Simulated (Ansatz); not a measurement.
# Calculations on H

**1. Relaxation**

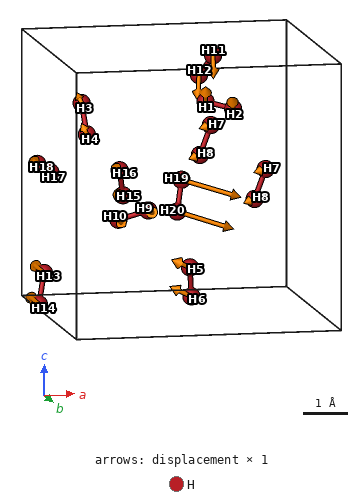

A relaxation of an amorphous cell of composition H. The starting structure is drawn; orange arrows show the displacements, at their true length.

A ball-and-stick model of the cell of the calculation (origin shifted), seen from a free direction.

The cell holds 10 H2. The run prepares the start of a later molecular dynamics calculation, from a guessed geometry.

These are results of Ansatz, DFT PBE, scalar-relativistic, plane waves, PAW, not measurements.

The input:
```yaml
crystal:
  lattice:
    - [6.214465, 0.0, 0.0]
    - [0.0, 6.214465, 0.0]
    - [0.0, 0.0, 6.214465]
  atoms:
    - { symbol: H, position: [0.3632275, 0.5799012, 0.8803209] }
    - { symbol: H, position: [0.4728951, 0.550895, 0.8456424] }
    - { symbol: H, position: [0.7979966, 0.0500334, 0.9721259] }
    - { symbol: H, position: [0.8162023, 0.0573697, 0.8551401] }
    - { symbol: H, position: [0.206808, 0.0500924, 0.3418903] }
    - { symbol: H, position: [0.1985843, 0.1170683, 0.2443325] }
    - { symbol: H, position: [0.4727101, 0.1467865, 0.7173769] }
    - { symbol: H, position: [0.4262748, 0.1706828, 0.6108702] }
    - { symbol: H, position: [0.1896918, 0.372244, 0.4439958] }
    - { symbol: H, position: [0.075076, 0.3801753, 0.414479] }
    - { symbol: H, position: [0.3312852, 0.8714166, 0.103236] }
    - { symbol: H, position: [0.262168, 0.9477852, 0.0444007] }
    - { symbol: H, position: [0.8072074, 0.3159166, 0.213217] }
    - { symbol: H, position: [0.7886845, 0.3149555, 0.0960551] }
    - { symbol: H, position: [0.9834534, 0.9064805, 0.5961935] }
    - { symbol: H, position: [0.9891487, 0.8182972, 0.6753276] }
    - { symbol: H, position: [0.8133288, 0.4039053, 0.6053004] }
    - { symbol: H, position: [0.7872439, 0.2889733, 0.6187595] }
    - { symbol: H, position: [0.2567237, 0.6547097, 0.6035125] }
    - { symbol: H, position: [0.2385602, 0.6657247, 0.486809] }
basis:
  ecutwfc: 420.0
kpoints:
  mp_grid: { grid: [1, 1, 1] }
hamiltonian:
  xc: pbe
scf:
  occupations: { method: fermi_dirac, width: 0.02 }
  lower_state_search: "off"
relax:
  f_tol: 0.3
  max_steps: 15
  adjacent_minimum: "off"
```

Command:
```bash
ansatz run input.yaml --threads 1 --pin off --max-ram 3072MiB --backend cpu --events-out ev --progress --plain --runs-dir out
```

**Describe the change and its energy.**

The energy falls by 60.1 meV per atom in 8 accepted moves (9 points after the start). Largest force component: 0.64 eV/Å at the start, 0.097 eV/Å at the end. 1 step only repeated the SCF at the same geometry. H19 moves most: 1.44 Å along [3 1 −1]. The lattice vectors keep their values. Some distances before and after: H11–H12 0.737 → 0.747 Å.

Limits of the set-up: the periodic images lie only 6.2 Å apart, so the values are limited by the cell's size.

**2. Dynamics**

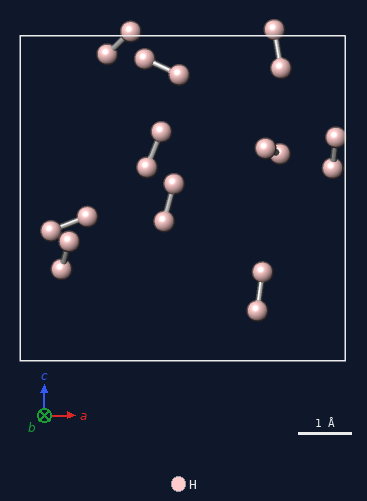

Starting frame of a dynamics run of a periodic cell with 10 H2 at 0.139 g/cm³. Style: ball-and-stick. Shown: the simulation cell, along the b axis.

All numbers below come from DFT PBE, scalar-relativistic, plane waves, PAW (Ansatz).

Input
```yaml
crystal:
  lattice:
    - [6.214465, 0.0, 0.0]
    - [0.0, 6.214465, 0.0]
    - [0.0, 0.0, 6.214465]
  atoms:
    - { symbol: H, position: [0.37987682, 0.50025004, 0.92492158] }
    - { symbol: H, position: [0.4854857, 0.46946748, 0.87595098] }
    - { symbol: H, position: [0.77849052, 0.04811348, 1.01462283] }
    - { symbol: H, position: [0.79886572, 0.03588633, 0.89626639] }
    - { symbol: H, position: [0.14719053, -0.01034892, 0.36331879] }
    - { symbol: H, position: [0.12358775, 0.07128823, 0.27778791] }
    - { symbol: H, position: [0.43081485, 0.12239359, 0.70078758] }
    - { symbol: H, position: [0.38668464, 0.14723924, 0.59138635] }
    - { symbol: H, position: [0.20320789, 0.44942922, 0.43970249] }
    - { symbol: H, position: [0.09124243, 0.43900065, 0.39594526] }
    - { symbol: H, position: [0.33658558, 0.85013469, 0.00916529] }
    - { symbol: H, position: [0.26436795, 0.91615213, -0.06066451] }
    - { symbol: H, position: [0.74225014, 0.40155475, 0.26899136] }
    - { symbol: H, position: [0.72625807, 0.39497822, 0.15007437] }
    - { symbol: H, position: [0.95772087, 0.83787627, 0.58871885] }
    - { symbol: H, position: [0.96804139, 0.76386116, 0.68373864] }
    - { symbol: H, position: [0.79596713, 0.43882935, 0.63284016] }
    - { symbol: H, position: [0.75139894, 0.32839846, 0.6497602] }
    - { symbol: H, position: [0.46989057, 0.72260169, 0.54065932] }
    - { symbol: H, position: [0.43934282, 0.73630714, 0.42501146] }
basis:
  ecutwfc: 420.0
kpoints:
  mp_grid: { grid: [1, 1, 1] }
hamiltonian:
  xc: pbe
scf:
  occupations: { method: fermi_dirac, width: 0.02 }
  lower_state_search: "off"
md:
  timestep: 0.5
  n_steps: 300
  ensemble: nvt_langevin
  temperature: 400.0
  initial_velocities: maxwell_boltzmann
  seed: 964173
  friction: 0.02
  masses: [{ species: H, mass: 2.014 }]
```

Run as
```bash
ansatz run input.yaml --threads 1 --pin off --max-ram 3072MiB --backend cpu --events-out ev --progress --plain --runs-dir out
```

### Predict how the run goes.

Over the second half the temperature averages 501 K (spread ±87 K). The potential energy in the second half lies on average 17.2 meV per atom above the first frame. Root-mean-square distances from the starting positions over the second half, with the common drift of all atoms taken out: H 1.13 Å. The molecules turn and drift from their places.

Along the run (each row but the first and the last is the mean over the interval that it begins):

```json
{"time (fs)": "0.0", "potential energy (meV/atom)": "0.0", "T (K)": "380"}
{"time (fs)": "25.0", "potential energy (meV/atom)": "20.2", "T (K)": "393"}
{"time (fs)": "50.0", "potential energy (meV/atom)": "18.0", "T (K)": "491"}
{"time (fs)": "75.0", "potential energy (meV/atom)": "16.6", "T (K)": "583"}
{"time (fs)": "100.0", "potential energy (meV/atom)": "15.3", "T (K)": "519"}
{"time (fs)": "125.0", "potential energy (meV/atom)": "19.5", "T (K)": "403"}
{"time (fs)": "150.0", "potential energy (meV/atom)": "17.2", "T (K)": "321"}
```

The paths of the atoms:

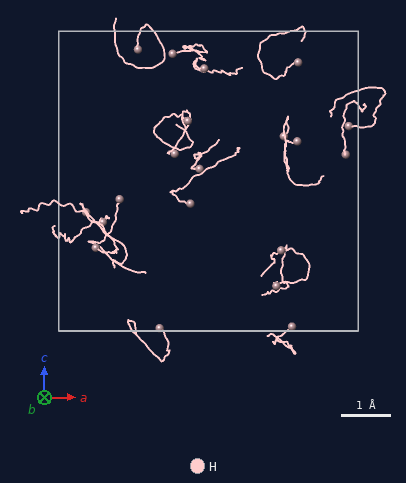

Limits of the set-up: masses were changed (H 2.014 u), which shifts the vibrations; the periodic images lie only 6.2 Å apart, so the values are limited by the cell's size.

Cost: 2.6 min on 1 thread of Arm Neoverse V2 (shared host), peak memory 0.27 GiB.

**3. Energy conservation**

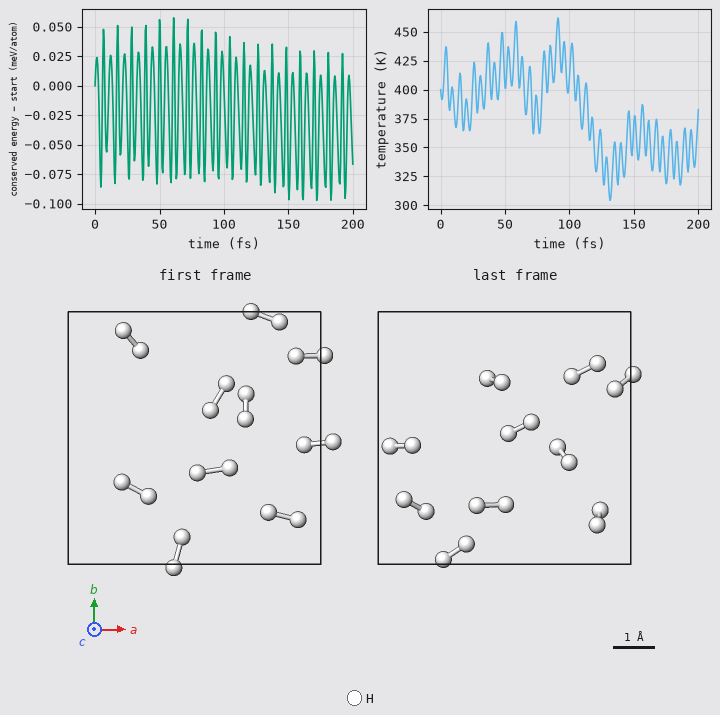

A Born-Oppenheimer molecular dynamics run of a periodic cell with 10 H2 at 0.139 g/cm³, 200 fs long. It starts from the last geometry of an earlier run, with fresh velocities. A ball-and-stick model of the simulation cell, seen along the c axis.

The calculation used DFT PBE, scalar-relativistic, plane waves, PAW in Ansatz. Run with plane-wave cutoff 420 eV; k-point mesh 1 × 1 × 1; Fermi-Dirac smearing 0.02 eV; Nosé-Hoover thermostat (NVT); set temperature 400 K; time step 0.5 fs; H given the mass 2.014 u; thermostat time 50.0 fs.

Question: How well is the energy conserved, and can the run be trusted?

Answer: The conserved quantity stays between −0.097 and 0.058 meV per atom of its start. A straight-line fit has a slope that amounts to −0.029 meV per atom over 200 fs (under 0.1 % of the mean kinetic energy), and the ripple about it is 0.9 % of the kinetic energy's fluctuation. With a drift under 2 % and a ripple under 7 %, the integration is accurate. Over the second half the temperature averages 355 K (spread ±27 K). The potential energy in the second half lies on average 3.6 meV per atom below the first frame.

Limits of the set-up: masses were changed (H 2.014 u), which shifts the vibrations; the periodic images lie only 6.2 Å apart, so the values are limited by the cell's size.
